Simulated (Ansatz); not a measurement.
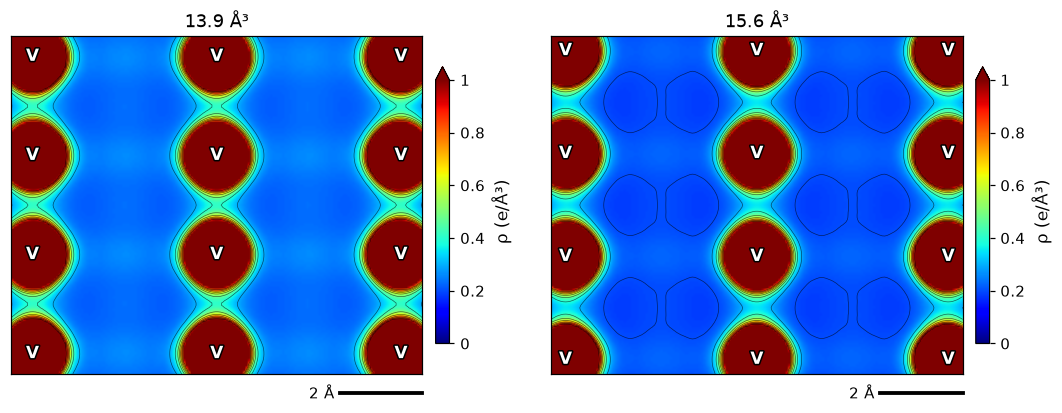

V. The valence electron density of cells scaled evenly to different volumes (given per atom above each panel), on the (100) plane of each (indices in the axes of the cell below), at one length scale and on one colour scale.

A generated structure, not necessarily the stable one; computed without spin polarisation.

Theory: Ansatz, DFT, revPBE, plane waves (420 eV) with PAW, scalar-relativistic.

The largest cell:

```yaml
crystal:
  lattice:
    - [4.64844, 0.00000, 0.00000]
    - [-2.32422, 4.02567, 0.00000]
    - [0.00000, 0.00000, 2.49994]
  atoms:
    - { symbol: V, position: [0.00000, 0.00000, 0.00000] }
    - { symbol: V, position: [0.33333, 0.66667, 0.50000] }
    - { symbol: V, position: [0.66667, 0.33333, 0.50000] }
```

| volume (Å³/atom) | V–V contact in the plane (Å) | ρ at its midpoint (e/Å³) | pressure (GPa) | 
| --- | --- | --- | --- |
| 13.92 | 2.407 | 0.408 | −0.1 | 
| 15.04 | 2.470 | ? | ? | 
| 15.59 | 2.500 | 0.354 | −15.2 | 

What values belong in the row with question marks?

Over the known rows ln ρ falls by 1.53 per Å of V–V distance (the line through the two), which gives 0.371 e/Å³ at 2.470 Å; the calculation gives 0.370 e/Å³. For the pressure, a straight line in volume between the neighbouring rows gives −10.2 GPa; the calculation gives −11.1, lower because pressure rises ever faster on compression.
